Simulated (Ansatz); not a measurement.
Cell and atoms:

```cif
data_structure
_symmetry_space_group_name_H-M 'P 1'
_symmetry_Int_Tables_number 1
_cell_length_a 5.1470
_cell_length_b 5.1470
_cell_length_c 2.8186
_cell_angle_alpha 90.000
_cell_angle_beta 90.000
_cell_angle_gamma 90.000
_cell_volume 74.67
loop_
_atom_site_label
_atom_site_type_symbol
_atom_site_fract_x
_atom_site_fract_y
_atom_site_fract_z
_atom_site_occupancy
Ge1 Ge 0.00000 0.00000 0.00000 1
Ge2 Ge 0.00000 0.50000 0.25000 1
Ge3 Ge 0.50000 0.50000 0.50000 1
Ge4 Ge 0.50000 0.00000 0.75000 1
```

**Characterise the structure given above.**

The element is germanium. The symmetry is that of I4_1/amd (No. 141), on a body-centred tetragonal lattice. Structure type: β-tin type. The cell holds four atoms. The Ge atoms are each bonded to six Ge at 2.67 to 2.82 Å. The bonds build a three-dimensional framework.

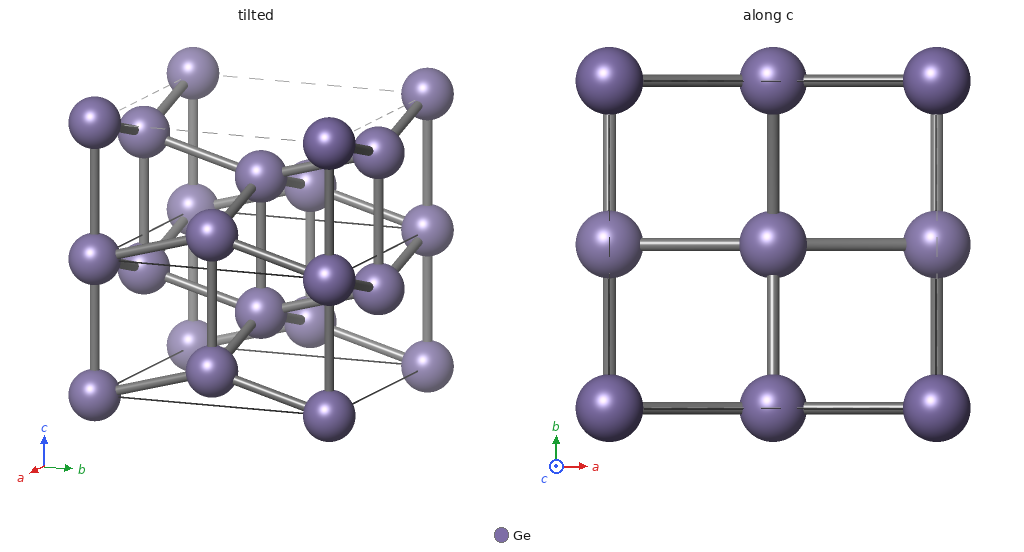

A ball-and-stick rendering, viewed slightly off an axis and along the c axis. One conventional unit cell is drawn solid; the view covers 1×1×2 cells. Colours: germanium purple.

The model was built from a structure listed in the Materials Project. A relaxation with DFT r2SCAN, scalar-relativistic, plane waves, PAW (Ansatz 0.2.0) gave the geometry drawn.
